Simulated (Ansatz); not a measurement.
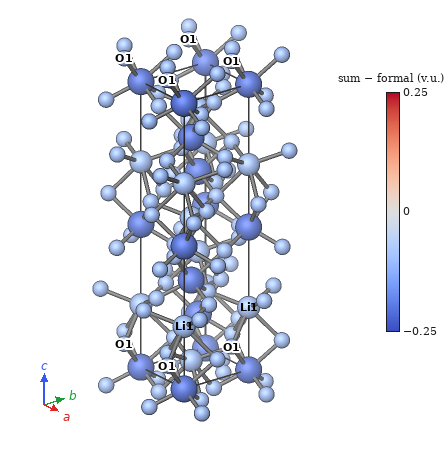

Atoms of LiNbO3 in space group R3c coloured by their computed bond-valence sum less the size of their formal valence (view slightly off an axis).

Bond valence s = exp((R0 − d)/b), R0 fitted to published crystal structures with b = 0.37 Å, summed over all anions within 5 Å; R0 in Å: Li+–O 1.449; Nb5+–O 1.908.

Source of the atomic positions: coordinates from a relaxation with Ansatz, DFT, PBE, plane waves, PAW; the starting structure was generated, so it need not be a known form of this composition.

```
Li Nb O
1.0
     5.19029    0.00000    0.00000
    -2.59514    4.49492    0.00000
     0.00000    0.00000   14.01539
Li Nb O
6 6 18
Direct
  0.00000 0.00000 0.21838
  0.66667 0.33333 0.05171
  0.66667 0.33333 0.55171
  0.33333 0.66667 0.38504
  0.33333 0.66667 0.88504
  0.00000 0.00000 0.71838
  0.33333 0.66667 0.16618
  0.66667 0.33333 0.33285
  0.00000 0.00000 0.49952
  0.33333 0.66667 0.66618
  0.66667 0.33333 0.83285
  0.00000 0.00000 0.99952
  0.03868 0.71415 0.10337
  0.67547 0.96132 0.10337
  0.00881 0.38082 0.27004
  0.28585 0.32453 0.10337
  0.37201 0.99119 0.27004
  0.61918 0.62799 0.27004
  0.70534 0.04748 0.43670
  0.34214 0.29466 0.43670
  0.67547 0.71415 0.60337
  0.95252 0.65786 0.43670
  0.03868 0.32453 0.60337
  0.28585 0.96132 0.60337
  0.37201 0.38082 0.77004
  0.00881 0.62799 0.77004
  0.34214 0.04748 0.93670
  0.61918 0.99119 0.77004
  0.70534 0.65786 0.93670
  0.95252 0.29466 0.93670
```

Site labels: Li1 at 0.000, 0.000, 0.218; Nb1 at 0.333, 0.667, 0.166; O1 at 0.039, 0.714, 0.103.

Question: Which site departs most from its formal valence?

Answer: Nb1, whose sum is 4.80 against 5: by this sum it is underbonded.

Question: Give the sums of all sites.

Answer:
```tsv
site	x, y, z	formal valence	bond-valence sum	difference
Li1	0.000, 0.000, 0.218	+1	0.91	-0.09
Nb1	0.333, 0.667, 0.166	+5	4.80	-0.20
O1	0.039, 0.714, 0.103	−2	1.90	-0.10
```

Question: Is the structure strained by this measure?

Answer: The global instability index (root mean square of the differences over all atoms) is 0.13 v.u.: moderate strain, common in real structures. Cells relaxed with PBE tend to have slightly long bonds, which lowers the sums.
